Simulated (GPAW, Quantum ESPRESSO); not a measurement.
Two runs for the S K edge of atom 2 in CdS (Hawleyite, F-43m). Run A: Quantum ESPRESSO XSpectra, PBE, full core hole (charged cell), 8-atom cell with 5.8 Å between holes, 4×4×4 k points, dipole transitions, Lorentzian half width 0.4 eV. Run B differs in one choice.

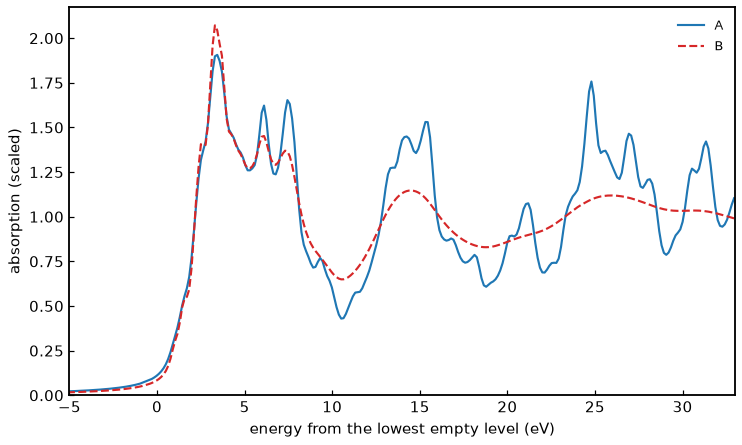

Energy from the lowest empty level; intensity scaled to a mean of 1 over the first 20 eV.

What was changed?
a) the broadening
b) the size of the supercell
c) the plane-wave cutoff
d) the k mesh of the spectrum

(a): run B changes the broadening from Lorentzian half width 0.4 eV to Lorentzian half width 0.3 eV up to 4 eV, rising linearly to 2.5 eV at 25 eV. The scaled spectrum changes by 14 % r.m.s. The highest intensity below 16 eV goes from 3.4 eV (1.91) to 3.3 eV (2.07). Other settings could leave a like mark; this is the one that was changed.

[Hosts, paths, dates, database ids (printed as entryN), source tags and the programs' standing remarks are cut or masked in the printed files.]

[Lists of maxima count a maximum above −3 eV only where it reaches 4 % of the highest in the window and stands out from its surroundings by 2 % of it (1.5 % where it reaches 55 %); shoulders and weaker maxima are passed over, and of the rest the first, up to two pre-edge ones and the few strongest are named.]
